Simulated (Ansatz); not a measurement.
## Geometry relaxation of Gd5N (part 1 of 4)

System: Gd5N (slab, 6 atoms in the cell).
Method: DFT PBE+U, scalar-relativistic, plane waves, PAW, Ueff = 6 eV on Gd f, spin-polarised (Ansatz 0.2.0).

The input holds or restrains some coordinates. Forces given for the steps count only the free coordinates. It belongs to a series of runs on one base structure; here: N put at a top Gd site.

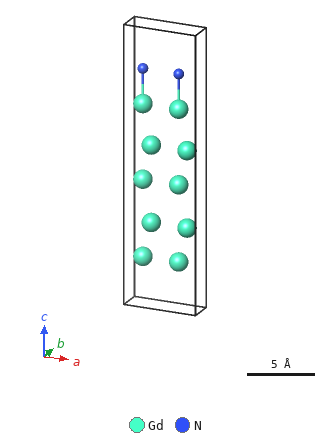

Figure 1. The structure as given in the input (ball-and-stick view of the 2 × 1 repeat of the cell, with the vacuum cut short, seen slightly off an axis). An atom can appear more than once, as a periodic image.

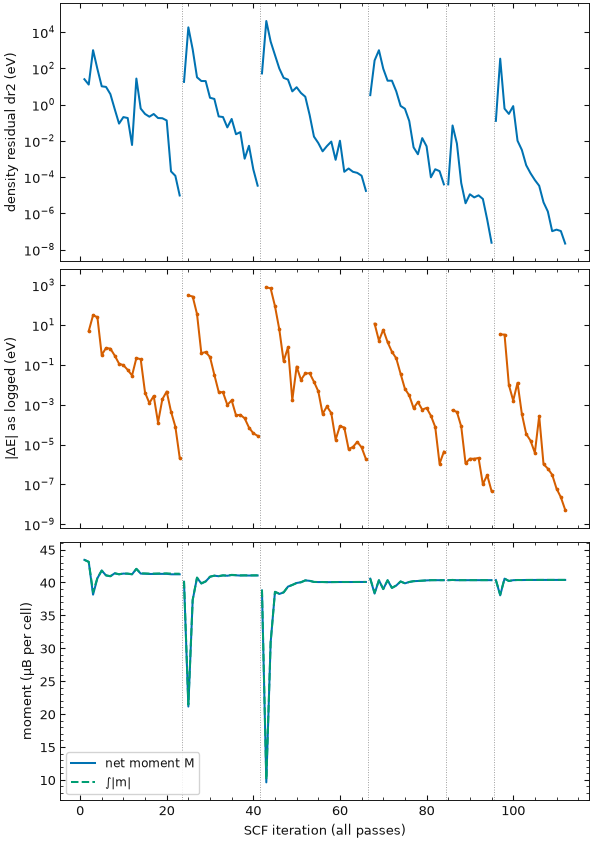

Figure 2. Convergence of the self-consistent field: density residual dr2, size of the energy change and magnetic moment against the SCF iteration. The dotted lines part the SCF passes of the relaxation: geometry steps, rejected trials and re-solves on a re-selected basis. The 6 passes take 11 to 25 iterations each, 112 in all. The net moment goes from 43.4 to 40.4 μB per cell, with excursions between 9.6 and 43.4 on the way.

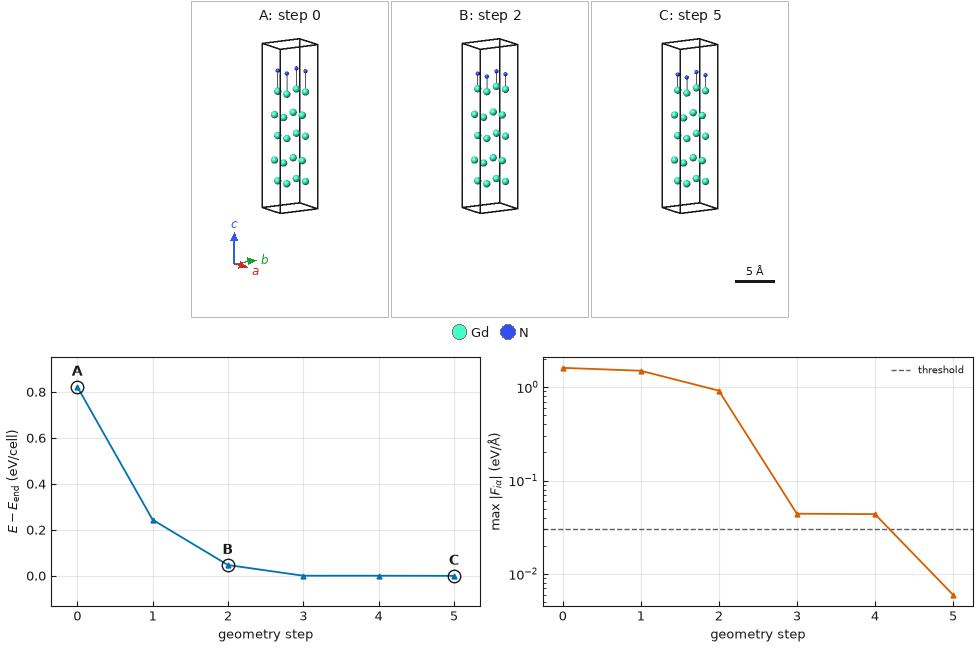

Figure 3. Frames of the restrained relaxation (ball-and-stick view of the 2 × 2 repeat of the cell, with the vacuum cut short, seen slightly off an axis) above the curves, on which the letters mark them (the first geometry is step 0 here and step 1 in the log).

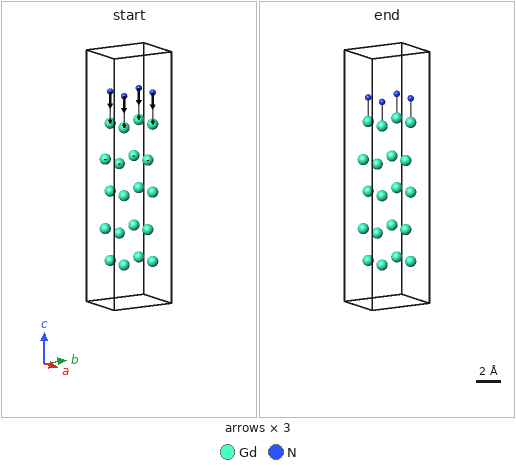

Figure 4. Before (left) and after (right) the restrained relaxation, at one scale (ball-and-stick view of the 2 × 2 repeat of the cell, with the vacuum cut short, seen slightly off an axis). The black arrows give the displacements, magnified 3 times. The atom that moves furthest is N6 (0.49 Å). By element the largest moves are N 0.49 Å, Gd 0.15 Å. The cell stays as it was. Among the contacts that change: Gd5–N6 2.680 → 2.042 Å. After 5 geometry steps the energy has fallen by 0.823 eV per cell of the calculation. The largest force component goes from 1.6 to 0.006 eV/Å. (Atoms are counted from 1 in the order of the input.)

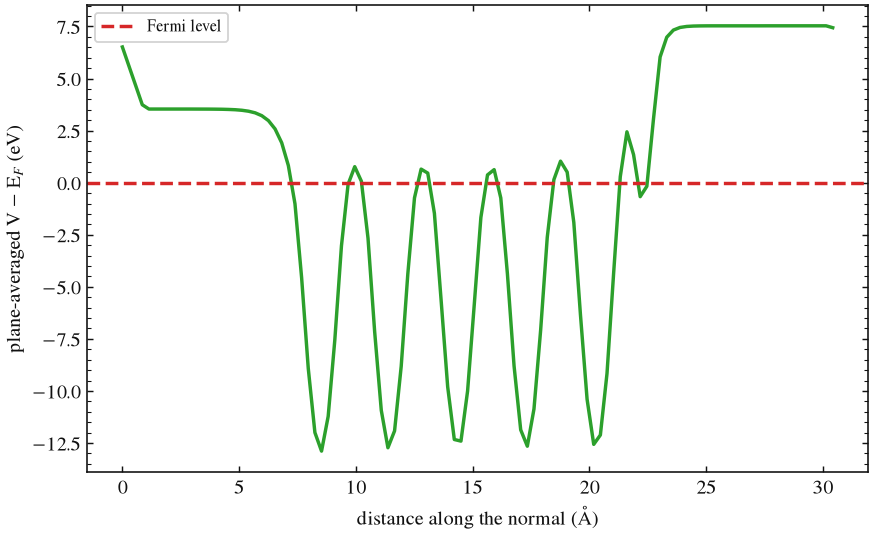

Figure 5. Plane average of the electrostatic potential energy of an electron across the cell, from the Fermi level. The vacuum level lies 7.53 eV above the Fermi level on the upper side and 3.54 eV on the lower.

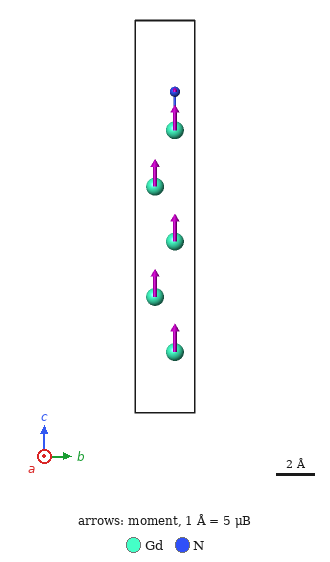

Figure 6. Magnetic moments of the sites as pink arrows (ball-and-stick view of the cell of the calculation, with the vacuum cut short, along the a axis); small moments hardly show. The run is collinear, so the axis drawn is arbitrary. Site moments: Gd1 (7.64 μB); Gd2 (7.48 μB); Gd3 (7.47 μB); Gd4 (7.39 μB); Gd5 (6.83 μB); N6 (1.13 μB). They are counted near the atoms and needn't add up to the moment of the cell. Atoms are counted from 1 in the order of the input.

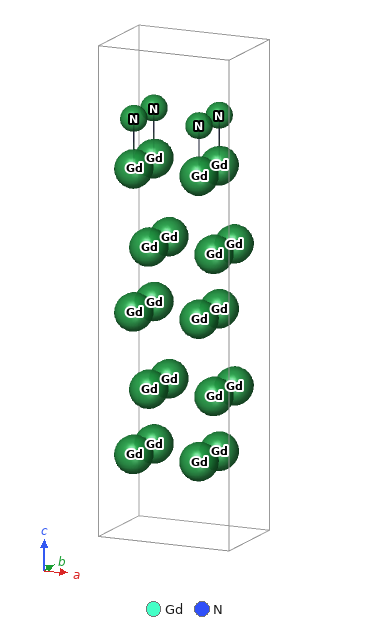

Figure 7. Isosurfaces of the spin density at +0.5 (green) and −0.5 e/Å³ (red), seen slightly off an axis. Sticks mark near contacts. The cell of the calculation (6 atoms) carries 40.4 μB net. Only one sign reaches the isovalue. The fields are those of the smooth PAW valence density.

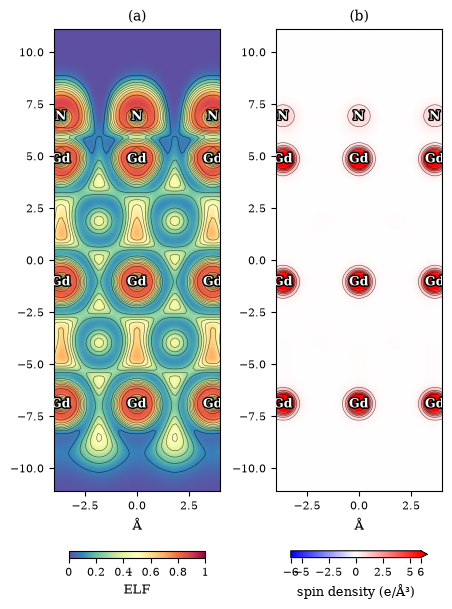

Figure 8. (a) electron localisation function; (b) spin density on the (010) plane of the calculation cell, a cut from vacuum to vacuum. Gd–N (2.04 Å): the ELF peaks at about 0.80 in the valence shell of N, 0.6 Å from its nucleus, and drops to about 0.35 between the two atoms. The strong features right at Gd lie inside the PAW spheres (semicore, d or f shells) and say nothing about bonding. The cell of the calculation (6 atoms) carries 40.4 μB net.

The input that produced these results follows, with the program's output.

The input:
```yaml
crystal:
  lattice:
    - [3.6515676241, 0.0, 0.0]
    - [-1.8257838121, 3.1623503261, 0.0]
    - [0.0, 0.0, 30.7056920173]
  atoms:
    - { symbol: Gd, position: [0.3333333333, 0.6666666667, 0.2768216393], spin: 8.39 }
    - { symbol: Gd, position: [0.6666666667, 0.3333333333, 0.3721271938], spin: 8.23 }
    - { symbol: Gd, position: [0.3333333333, 0.6666666667, 0.4680977266], spin: 8.25 }
    - { symbol: Gd, position: [0.6666666667, 0.3333333333, 0.5641222731], spin: 8.18 }
    - { symbol: Gd, position: [0.3333333333, 0.6666666667, 0.6555707308], spin: 8.34 }
    - { symbol: "N", position: [0.3333333333, 0.6666666667, 0.7428509654], spin: 3.0 }
basis:
  ecutwfc: 420
kpoints:
  mp_grid: { grid: [9, 9, 1] }
hamiltonian:
  xc: pbe
  hubbard: { sites: [{ species: Gd, l: f, u_eff: 6.0 }] }
scf:
  occupations: { method: gaussian, width: 0.1 }
  lower_state_search: "off"
output:
  forces: true
  eigenvalues: true
  populations: true
  write_density: true
  write_potential: true
  elf: true
  volumetric_format: npy
magnetization:
  spin_polarized: true
relax:
  adjacent_minimum: "off"
  f_tol: 0.03
  max_steps: 70
  constraints: [{ sites: [0, 1] }]
efield:
  axis: 3
  dipole_correction: true
  ramp_width: 0.04
```

Launch command:
```bash
ansatz run input.yaml --threads 4 --pin off --max-ram 10240MiB --backend cpu --events-out ev --progress --plain --runs-dir out
```

What the program printed:
```
Gd: projections on atomic orbitals take those of the free atom [Kr 4d10] 4f7 5s2 5p6 5d1 6s2, of charge +0.00 (hamiltonian.pseudopotentials.projection_atoms); the dataset's partial waves leave at most 2.5e-4 of an orbital's norm unspanned inside its sphere
N: projections on atomic orbitals take those of the free atom [He] 2s2 2p3, of charge +0.00 (hamiltonian.pseudopotentials.projection_atoms); the dataset's partial waves leave at most 9.3e-9 of an orbital's norm unspanned inside its sphere
Engine: ansatz 0.2.0, aarch64-unknown-linux-gnu
Pseudopotentials: kind: paw
Pseudopotential: Gd, paw, valence charge 18, recommended cutoff 420 eV (normal), Gd.paw.azcp
Pseudopotential: N, paw, valence charge 5, recommended cutoff 420 eV (normal), N.paw.azcp
Functional definition: PBE
  parameter kappa = 0.804
  parameter beta = 0.06672455060314922
  exchange = pbe_x(kappa = kappa, mu = beta*pi^2/3)
  correlation = pbe_c(beta = beta)
Crystal: 6 atoms, lattice volume = 354.575 Å³
Basis set: ecut = 420 eV, 6835 PW (Γ), exchange–correlation on 50×50×432 points (8 copies of the dense FFT grid, shifted against one another)
Bands: 84, of which v1, the nominal top of the filled ones, is band 48 counted from 1 (47 counted from 0)
Symmetry: 6 space group operations
k-points: 12 of 81 (time reversal used)
Non-local potential: Gd, projectors of the file, l = 0: 3, l = 1: 2, l = 2: 2, l = 3: 3
Non-local potential: N, projectors of the file, l = 0: 2, l = 1: 2, l = 2: 1
PAW form: soft (Blöchl's): semilocal exchange-correlation on the pseudo side does not see the compensation charge
PAW one-centre angular grid: Gd, 590 points (default); XC on 64 Gauss nodes
PAW one-centre angular grid: N, 110 points (default); XC on 64 Gauss nodes
Initial density: superposition of atomic densities (neutral atoms: chi_scale 0, normalization atom)
Starting moments: Σ|m| = 44.39 μB on 6 of 6 sites
Initial wavefunctions: pseudopotential atomic-orbital guess
Functional: x = pbe(κ = 0.804, μ = 0.2195149727645171), c = pbe(β = 0.06672455060314922)
```
